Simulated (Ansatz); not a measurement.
```cif
data_structure
_symmetry_space_group_name_H-M 'P 1'
_symmetry_Int_Tables_number 1
_cell_length_a 3.7565
_cell_length_b 3.7565
_cell_length_c 9.4515
_cell_angle_alpha 90.000
_cell_angle_beta 90.000
_cell_angle_gamma 120.000
_cell_volume 115.51
loop_
_atom_site_label
_atom_site_type_symbol
_atom_site_fract_x
_atom_site_fract_y
_atom_site_fract_z
_atom_site_occupancy
Co1 Co 0.00000 0.00000 0.93300 1
Co2 Co 0.66667 0.33333 0.60848 1
Co3 Co 0.33333 0.66667 0.28397 1
Si1 Si 0.33333 0.66667 0.52736 1
Si2 Si 0.00000 0.00000 0.20284 1
Si3 Si 0.66667 0.33333 0.85187 1
Si4 Si 0.33333 0.66667 0.04058 1
Si5 Si 0.00000 0.00000 0.68961 1
Si6 Si 0.66667 0.33333 0.36510 1
```

Space group P3m1; not relaxed (largest force 1.4 eV/Å); computed pressure about −4 GPa in this cell; computed without spin polarisation.

Computed with Ansatz 0.2.0, DFT PBEsol, scalar-relativistic, plane waves, PAW.

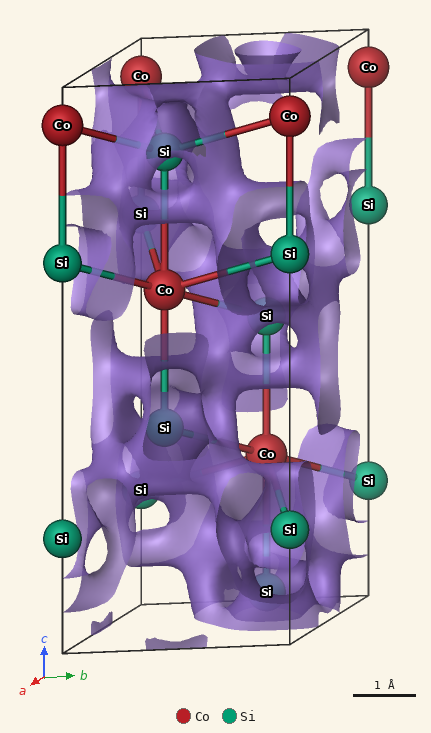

CoSi2. Isosurface of the electron localisation function at 0.55 (purple), seen slightly off an axis. Only the valence region is drawn (cores and ρ < 0.01 e/Å³ removed). Sticks mark near contacts.

Q: Describe the localisation domains.

A: The ELF exceeds this value in one network that runs through the whole crystal, counted in one cell of 9 atoms. Any copies at cell faces, edges or corners count once. Along the contacts the grid gives the following. Co–Si (2.30 Å): the ELF peaks at about 0.75 between the atoms. Co–Si (2.40 Å): the ELF peaks at about 0.75 in the valence shell of Si, 0.9 Å from its nucleus, and is about 0.50 at the midpoint.

Q: Does the calculation give a band gap?

A: It is metallic or semimetallic at this level of theory: no gap opens.
